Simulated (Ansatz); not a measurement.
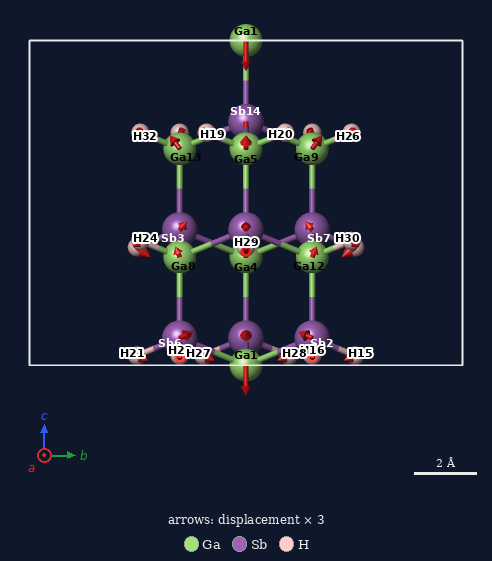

A relaxation of a wire of composition Ga7Sb7H18. The starting structure is drawn; red arrows show the displacements (the part carried along by the change of the cell is left out), 3 times their true length.

Style: ball-and-stick. Shown: the cell of the calculation, with the vacuum cut short, along the a axis.

Case: wire along [1 1 1], 14 atoms a period, capped with H.

Computed with DFT PBEsol, scalar-relativistic, plane waves, PAW in Ansatz. (plane-wave cutoff 420 eV; k-point mesh 1 × 1 × 5; occupations gaussian; smearing width 0.05 eV; no spin polarisation; cell relaxed at fixed a, b, alpha, beta, gamma; force threshold 0.02 eV/Å; at most 45 steps)

Question: What happened in the run?

Answer: After 6 accepted moves (7 points after the start) the energy has fallen by 1.148 eV per cell of the calculation. Largest force component: 1.2 eV/Å at the start, 0.0077 eV/Å at the end. At 1 point the geometry stayed and the basis and grid were re-selected for the new cell (energy shift of 2.8 meV per cell of the calculation at most each time). A Ga atom moves most relative to the centre of the atoms: 0.34 Å. By element the largest moves are Ga 0.34 Å, Sb 0.29 Å, H 0.20 Å. Along the periodic axis the drawn cell goes c 10.585 → 10.476 Å (−1.0 %). Near-neighbour distances that change, for instance: Ga–Sb 2.646 → 2.571 Å, Ga–Sb 2.646 → 2.683 Å, Ga–Sb 2.646 → 2.622 Å, Ga–H 1.570 → 1.558 Å. Among the angles between lasting bonds that change: H–Ga–H 109.5° → 124.6°, Sb–Ga–Sb 109.5° → 94.9°, Ga–Sb–Ga 109.5° → 123.6°. Cost: 6.9 min on 4 threads of Intel(R) Xeon(R) Platinum 8488C (Sapphire Rapids), with other jobs on the host, peak memory 5.2 GiB.
